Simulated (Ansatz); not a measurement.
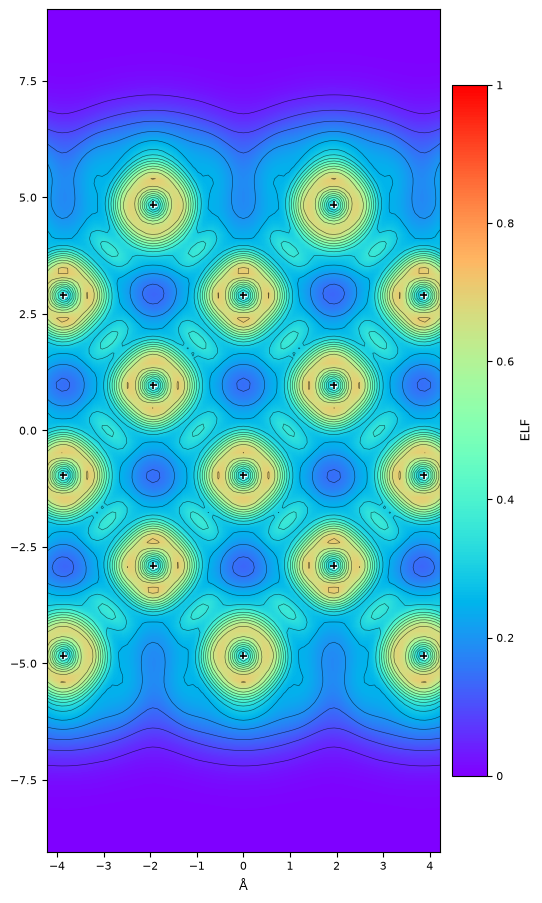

The electron localisation function on a plane through atoms (crosses mark nuclei in the plane).

Level of theory: DFT PBEsol, scalar-relativistic, plane waves, PAW (Ansatz 0.2.0).

Candidates:
A. Ir (slab), a = 2.74 Å, b = 2.74 Å, c = 24.68 Å, α = 90.00°, β = 90.00°, γ = 90.00°. Not relaxed (largest force 1.5 eV/Å); computed without spin polarisation.
B. Hf5N4 (slab), a = 3.18 Å, b = 3.18 Å, c = 25.40 Å, α = 90.00°, β = 90.00°, γ = 120.00°. Built by placing these elements on a known structure type.

> Which candidate gave the map?

Candidate A: Ir on the (11̄0) plane of the calculation cell, a cut from vacuum to vacuum, which holds Ir. Ir–Ir (2.74 Å): the ELF is about 0.35 at the midpoint; no localised pair shows between them.
